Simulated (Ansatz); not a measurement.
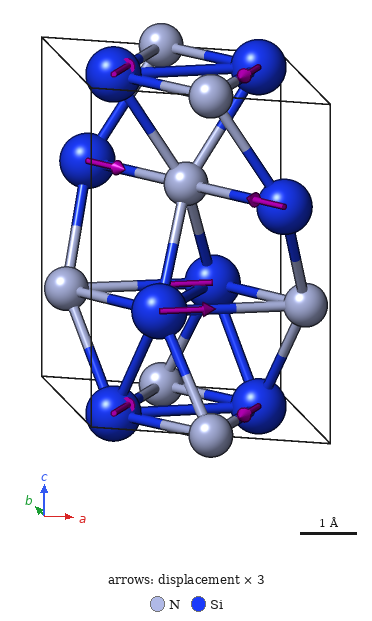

A relaxation of a crystal of Si2N (a generated structure, set up in P6_422). The starting structure is drawn; purple arrows show the displacements (the part carried along by the change of the cell is left out), magnified 3 times.

The picture is a ball-and-stick view of the cell of the calculation, seen slightly off an axis.

The start is a swapped structure.

The calculation used DFT, PAW plane waves, PBE (Ansatz 0.2.0).

Input file:
```yaml
crystal:
  lattice:
    - [4.541817, 0.0, 0.0]
    - [-2.270908, 3.93333, 0.0]
    - [0.0, 0.0, 6.237533]
  atoms:
    - { symbol: "N", position: [0.5, 0.0, 0.0] }
    - { symbol: "N", position: [0.5, 0.5, 0.66667] }
    - { symbol: "N", position: [0.0, 0.5, 0.33333] }
    - { symbol: Si, position: [0.15897, 0.31794, 0.0] }
    - { symbol: Si, position: [0.84103, 0.15897, 0.66667] }
    - { symbol: Si, position: [0.68206, 0.84103, 0.33333] }
    - { symbol: Si, position: [0.84103, 0.68206, 0.0] }
    - { symbol: Si, position: [0.15897, 0.84103, 0.66667] }
    - { symbol: Si, position: [0.31794, 0.15897, 0.33333] }
  symmetry: { tolerance: 0.0003 }
kpoints:
  mp_grid: { grid: [8, 8, 5], shift: [0, 0, 0] }
magnetization:
  spin_polarized: false
scf:
  occupations: { method: gaussian, width: 0.0587 }
  lower_state_search: "off"
hamiltonian:
  pseudopotentials: { kind: paw }
  xc: pbe
basis:
  ecutwfc: 420
  fft_grid_basis: typed
relax:
  max_steps: 40
  cell: { p_target: 20.0 }
  f_tol: 0.03
output:
  forces: true
  stress: true
  eigenvalues: true
  bader: true
  populations: true
  elf: true
  write_potential: true
  volumetric_format: npy
  dos:
    e_range: [-12, 8]
    de: 0.05
    projected: { site_lists: { "N": ["N"], Si: [Si] } }
  write_density: true
checkpoint:
  read: saved_state
```

Command:
```bash
ansatz run input.yaml --threads 2 --pin off --max-ram 2560MiB --backend cpu --events-out ev --progress --plain --runs-dir out
```

**Describe the change and its energy.**

After 18 accepted moves (21 points after the start) the energy has fallen by 8.302 eV per cell of the calculation. With the target pressure of 20 GPa, the enthalpy E + pV changes by −10.004 eV per cell of the calculation. The largest force component goes from 1.1 to 0.003 eV/Å. The pressure goes from −8.33 to 20.01 GPa. The SCF was repeated 3 times at an unchanged geometry on a basis and grid sized afresh for the cell, which shifted the energy by 0.215 eV per cell of the calculation at most. The largest moves relative to the cell, 0.35 Å, are those of Si4, Si5, Si6, Si7, Si8 and Si9. Si9 goes along [2 1 0]. N stays in place. The drawn cell changes as follows: a = b 4.542 → 5.420 Å (+19.3 %), c 6.238 → 3.844 Å (−38.4 %); the volume changes by −12.2 %. Among the contacts that change: Si4–Si7 2.501 → 3.685 Å, N1–Si4 2.592 → 3.277 Å, Si4–Si6 3.157 → 2.571 Å, N1–Si5 2.475 → 1.932 Å. Bond angles that change, for instance: Si5–Si4–Si9 150.1° → 131.5°. The space group stays P6_422 (No. 181).
